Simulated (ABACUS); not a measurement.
## A series of single points on MoS$_{2}$

System: MoS$_{2}$ (3 atoms in the cell).
Method: Kohn-Sham DFT of a periodic cell, PBE, PseudoDojo NC SR 0.4.1 PBE standard, no spin polarisation (ABACUS 3.10.1).

The 7 runs differ only in the geometry, by an even scaling of the cell at fixed fractional positions. The structure derives from a Materials Project entry.

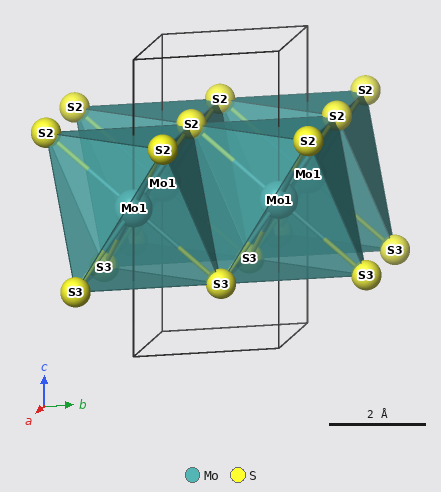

Figure 1. The structure of run 4 (polyhedral view of the cell of the calculation, seen slightly off an axis; polyhedra are completed across the faces of the cell; atoms are numbered from 1 in the order of the input).

### Input file of run 4
```
INPUT_PARAMETERS
suffix              MoS2
calculation         scf
basis_type          pw
pseudo_dir          ./
symmetry            1
dft_functional      pbe
ecutwfc             81
pseudo_rcut         7
nspin               1
nbands              17
ks_solver           dav
smearing_method     fd
smearing_sigma      0.00367493
scf_thr             1e-08
scf_nmax            100
mixing_type         broyden
mixing_beta         0.7
cal_force           1
cal_stress          1
kpar                4
```

### File STRU of run 4
```
ATOMIC_SPECIES
Mo 95.9500 Mo.upf
S 32.0600 S.upf

LATTICE_CONSTANT
1.8897261246

LATTICE_VECTORS
3.2274645616 0.0000000000 0.0000000000
-1.6137322808 2.7950663001 0.0000000000
0.0000000000 0.0000000000 6.3124734200

ATOMIC_POSITIONS
Direct

Mo
0.0
1
0.0000000000 0.0000000000 0.5000000000 1 1 1

S
0.0
2
0.6666666667 0.3333333333 0.7446806800 1 1 1
0.3333333333 0.6666666667 0.2553193200 1 1 1
```

### File KPT of run 4
```
K_POINTS
0
Gamma
9 9 4 0 0 0
```

Command:
```bash
OMP_NUM_THREADS=1 mpirun -np 4 abacus > log
```

Run 2 differs from it as follows:
```diff
-3.2274645616 0.0000000000 0.0000000000
--1.6137322808 2.7950663001 0.0000000000
-0.0000000000 0.0000000000 6.3124734200
+3.1838448285 0.0000000000 0.0000000000
+-1.5919224143 2.7572905031 0.0000000000
+0.0000000000 0.0000000000 6.2271592669
```

### Results, with one run withheld

| run | volume per atom (Å³) | free energy per atom, from the lowest run given (meV) | pressure (GPa) |
| --- | --- | --- | --- |
| 1 | 17.843 | 40.05 | 10.63 |
| 2 | 18.222 | ? | ? |
| 3 | 18.602 | 6.00 | 3.97 |
| 4 | 18.982 | 0.00 | 1.14 |
| 5 | 19.361 | 0.35 | −1.40 |
| 6 | 19.741 | 6.41 | −3.68 |
| 7 | 20.120 | 17.58 | −5.73 |

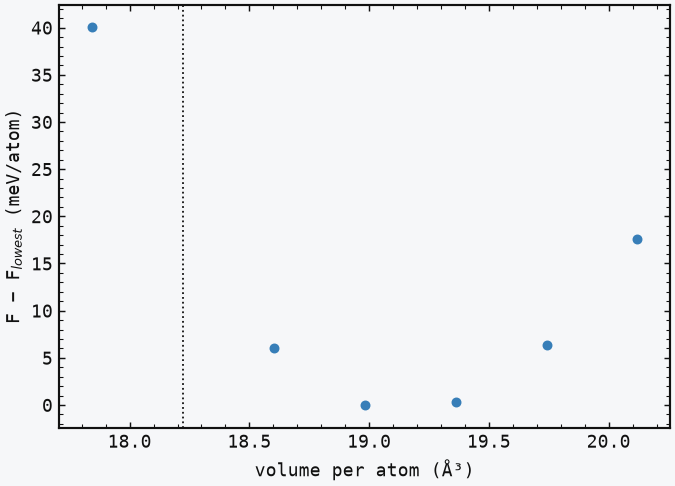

Figure 2. Free energy per atom of the runs given; the dotted line marks run 2.

What should run 2 give?

A cubic polynomial in V^(−2/3) (the Birch–Murnaghan form), fitted to the 6 runs given, misses them by under 0.01 meV per atom. With x = V^(−2/3) − 0.14003 Å⁻², it reads F = −0.5034 + 551.83 x + 8.8933e+05 x² + 1.3622e+06 x³ (meV per atom). At run 2 it gives 19.10 meV per atom, and the run itself gives 19.08. The slope of the fit gives a pressure −dF/dV of 7.13 GPa there, and the run prints 7.12 GPa. The fit has its minimum at 19.148 Å³ per atom, where V d²F/dV² gives 129 GPa. Cell shape and fractional positions are held, so this is the stiffness under even scaling; the relaxed bulk modulus wasn't computed and can be far lower in a crystal of layers, chains or molecules like this one.

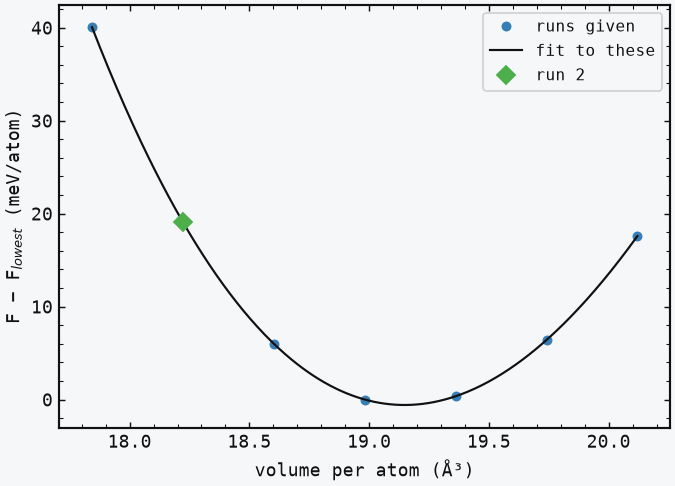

Figure 3. The fit and the withheld run.

### Some lines of the output (run 2)
```
[...]
 E_Fermi        0.8432457057         11.4729464113
 E_Fermi        0.7052626208         9.5955902291
 E_Fermi        0.8172112509         11.1187294816
 E_Fermi        0.8011033615         10.8995704034
 E_Fermi        0.7970572832         10.8445206840
 E_Fermi        0.7982423218         10.8606439610
 E_Fermi        0.7985239623         10.8644758773
 E_Fermi        0.7985562636         10.8649153591
 E_KS(sigma->0) -184.8337970485      -2514.7928228352
 E_Fermi        0.7985413506         10.8647124572
 final etot is -2514.7969262 eV
 EFERMI = 10.864712457 eV
 TOTAL-PRESSURE: 71.181866 KBAR
 !FINAL_ETOT_IS -2514.7969262145516041 eV
```
